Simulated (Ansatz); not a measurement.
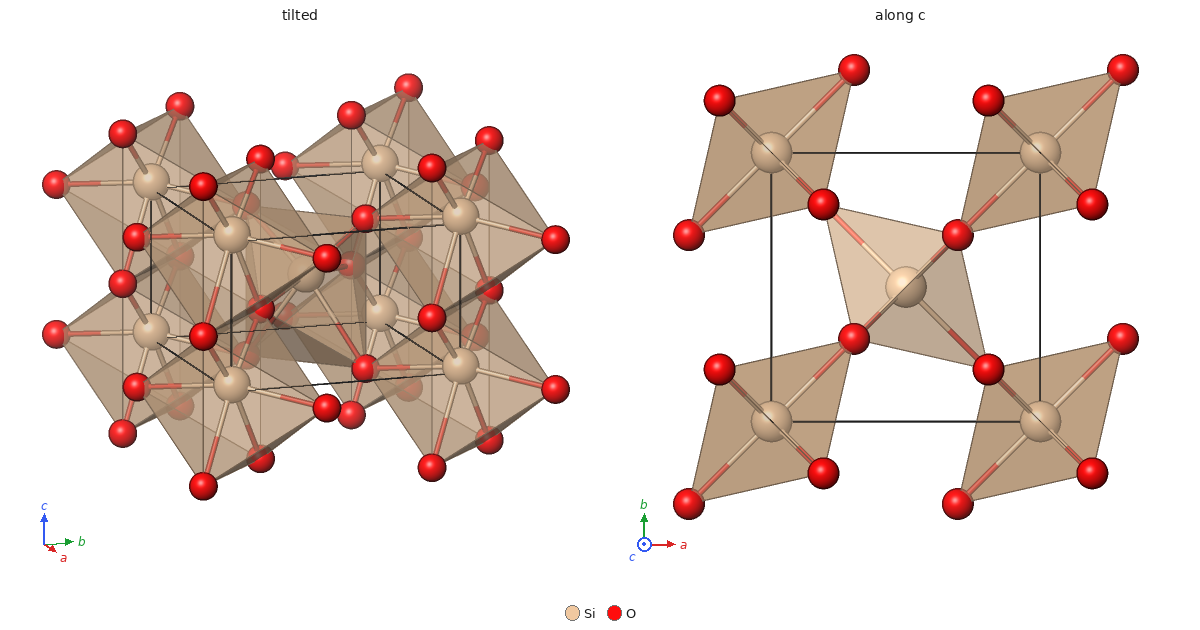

Polyhedral model, viewed slightly off an axis and along the c axis. The parallelepiped is the conventional unit cell. Some neighbours outside the box are added. Cell: a = 4.236 Å, b = 4.236 Å, c = 2.690 Å, α = 90.00°, β = 90.00°, γ = 90.00°.

Caption:

The solid is SiO$_{2}$. Space group P4_2nm (No. 102), lattice primitive tetragonal. The cell has 6 atoms, namely 2 Si, 4 O. The polyhedra are SiO6 octahedra; they share corners and edges. Si is linked to six O in a distorted octahedral arrangement at about 1.6 to 2.0 Å. Every O atom has three Si at about 1.6 to 2.0 Å as neighbours. The bonds build a three-dimensional framework.

Origin of the cell: a structure listed in the Materials Project. The cell was then strained or its atoms displaced on purpose. It was run through Ansatz as a DFT input.

At this level of theory the run's own cell isn't at rest (compressed, at 14 GPa and forces up to 5.5 eV/Å), so its distances can differ from those at equilibrium, the more so the softer the solid.
